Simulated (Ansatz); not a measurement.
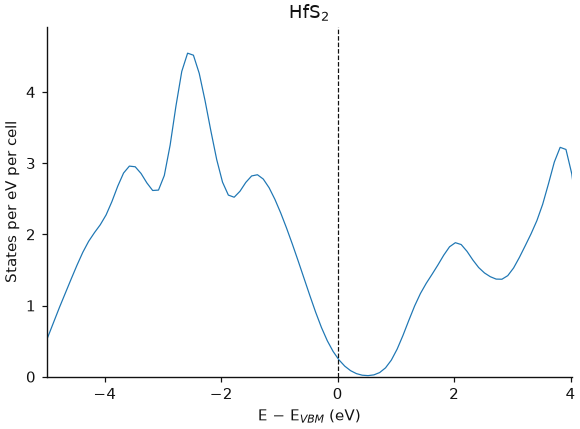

Density of states. Energies are counted from the top of the valence band. The DOS curve is built from the levels of the k mesh with Gaussians 0.55 eV wide, which also blur the band edges; ripples of that width can come from the mesh.

Calculation on CdI2-type HfS₂, space group P-3m1, 3 atoms in the cell, relaxed with r2SCAN+rVV10; a = 3.630 Å, c = 5.878 Å (hexagonal axes).

Computed with Ansatz: PBE, Ansatz PAW set, no spin polarisation, no spin-orbit coupling, 12×12×4 k mesh, 420 eV cutoff, Fermi-Dirac smearing of 0.02 eV.

### Metal or insulator, going by the density of states?

There is a gap; over the k points computed it is 1.03 eV (indirect; the smallest direct gap on the k mesh is 1.89 eV).

### Where is the tallest peak of the filled states in the window?

Within the window shown, the tallest peak of the filled states lies 2.6 eV under the valence-band top, at about 4.5 states per eV and cell.

Spin-orbit coupling is left out, which matters for Hf. LDA, GGA and most meta-GGA functionals understate gaps.
